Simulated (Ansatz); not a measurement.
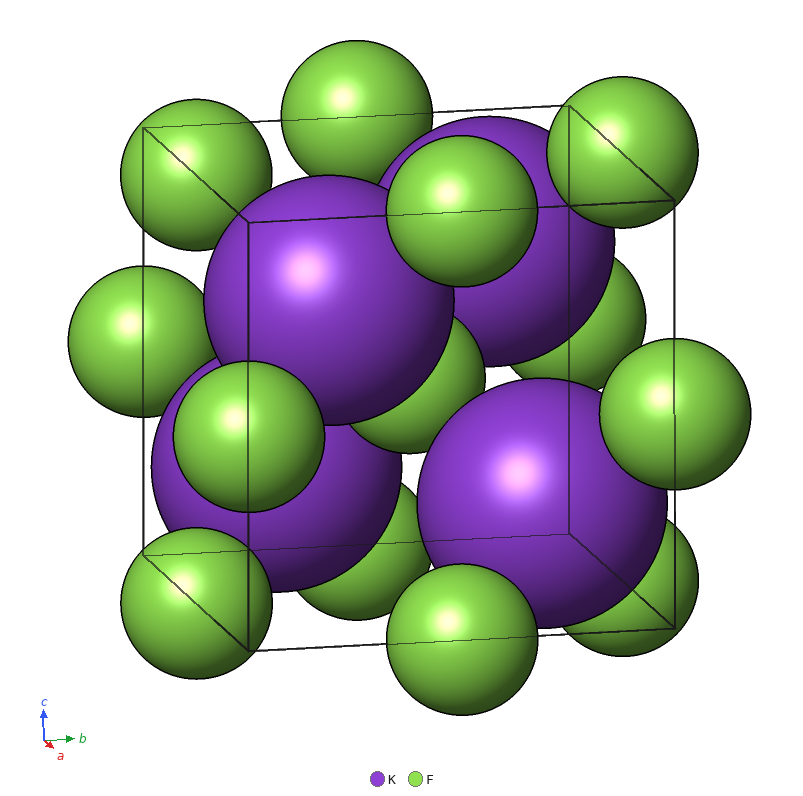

A space-filling rendering, viewed slightly off an axis. The edges of the drawn cell (a repeat of the simulation cell) are marked.

KF, a = 5.864 Å, b = 5.864 Å, c = 5.864 Å, α = 90.14°, β = 90.14°, γ = 90.14°. Strictly the space group is R3m (No. 160, within 0.01 Å). It is a distorted form of a face-centred cubic structure, space group F-43m (No. 216) within 0.25 Å: zinc blende (sphalerite type). The cell started as a structure type filled with these elements by a generator (whether the compound takes this form wasn't checked). The cell was then strained or its atoms displaced on purpose. It was run through Ansatz as a DFT input.

This one geometry was computed with Ansatz (DFT, plane waves, PAW) at three levels of theory: HSE06, r2SCAN and PBE. It was relaxed with r2SCAN and then strained.

How does the band gap change with the level of theory?

PBE: a gap of 5.18 eV, indirect; r2SCAN: a gap of 5.76 eV, indirect; HSE06: a gap of 7.05 eV, indirect.

Collect the results in a table.

| level | cutoff (eV) | k-mesh of the run's cell | gap (eV) | pressure (GPa) |
| --- | --- | --- | --- | --- |
| HSE06 | 420 | 6×6×6 | 7.05 | 0.5 |
| r2SCAN | 500 | 8×8×8 | 5.76 | 0.1 |
| PBE | 420 | 8×8×8 | 5.18 | 1.0 |

Gaps are taken on the k-mesh or band path of each run.
